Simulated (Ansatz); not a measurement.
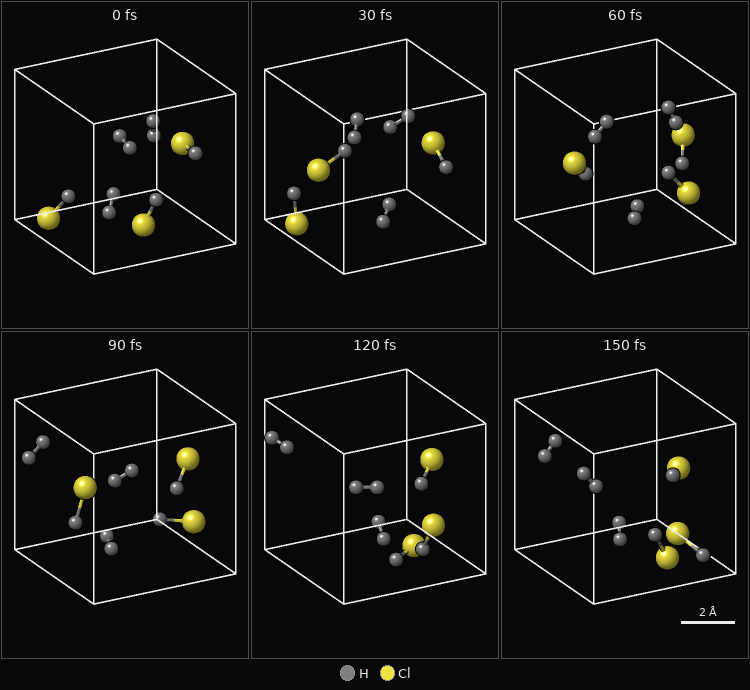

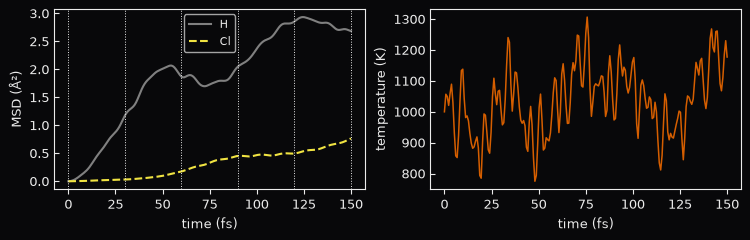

A Born-Oppenheimer molecular dynamics run of a periodic cell with 3 H2 + 3 HCl at 0.789 g/cm³, 150 fs long. It starts from the last geometry of an earlier run, with fresh velocities. Frames and the history of the run. The picture is a ball-and-stick view of the simulation cell, seen from a free direction. Atoms that leave the cell re-enter on the other side.

Theory: DFT PBE-D3(BJ), scalar-relativistic, plane waves, PAW in Ansatz. Set-up: plane-wave cutoff 420 eV; k-point mesh 1 × 1 × 1; Fermi-Dirac smearing 0.002 eV; Nosé-Hoover thermostat (NVT); set temperature 1000 K; time step 0.75 fs; thermostat time 200.0 fs.

### What do the frames and curves show?

Over the second half the temperature averages 1066 K (spread ±104 K). The potential energy in the second half lies on average 8.2 meV per atom below the first frame. Root-mean-square distances from the starting positions over the second half, with the common drift of all atoms taken out: H 1.58 Å, Cl 0.72 Å. The heavy atoms stay within a fraction of a molecule's size of their starting places, while the hydrogen atoms travel further, as molecules turn; so short a run doesn't tell a liquid from a solid. The conserved quantity stays between −1.3 and 1.3 meV per atom of its start. A straight-line fit has a slope that amounts to −0.043 meV per atom over 150 fs (under 0.1 % of the mean kinetic energy), and the ripple about it is 4.5 % of the kinetic energy's fluctuation. With a drift under 2 % and a ripple under 7 %, the integration is accurate.

Limits of the set-up: the periodic images lie only 6.2 Å apart, so the values are limited by the cell's size.

The run took about 4 core-minutes on a shared host.
